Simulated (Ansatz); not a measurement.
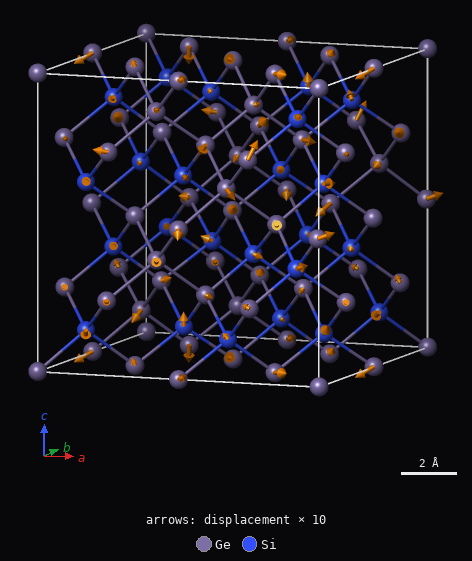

This is a relaxation of a crystal of Ge$_{40}$Si$_{24}$ (a generated structure, set up in P1). The starting structure is drawn; orange arrows show the displacements (the part carried along by the change of the cell is left out), 10 times their true length.

A ball-and-stick model of the cell of the calculation, seen slightly off an axis.

Level of theory: Ansatz, DFT, PBEsol, PAW, plane waves. (plane-wave cutoff 420 eV; k-point mesh 1 × 1 × 1; mesh shifted by (0.25, 0.25, 0.25); no spin polarisation; cell relaxed at fixed shape; force threshold 0.03 eV/Å; at most 80 steps)

### Describe the change and its energy.

The energy falls by 12.2 meV per atom in 3 geometry steps. The largest force component goes from 0.97 to 0.018 eV/Å. The pressure goes from −0.35 to 0.00 GPa. The largest moves relative to the cell, 0.084 Å, are those of Ge atoms. Largest moves by element: Ge 0.084 Å, Si 0.069 Å. The drawn cell changes as follows: a = b = c 11.167 → 11.143 Å (−0.2 %); the volume changes by −0.6 %. Near-neighbour distances that change, for instance: Ge–Si 2.495 → 2.399 Å, Ge–Ge 2.366 → 2.449 Å, Ge–Si 2.333 → 2.401 Å, Ge–Si 2.461 → 2.394 Å. Bond angles that change, for instance: Ge–Ge–Ge 111.5° → 107.7°, Ge–Si–Ge 111.8° → 108.1°, Si–Ge–Si 106.7° → 110.1°. The space group stays P1 (No. 1).
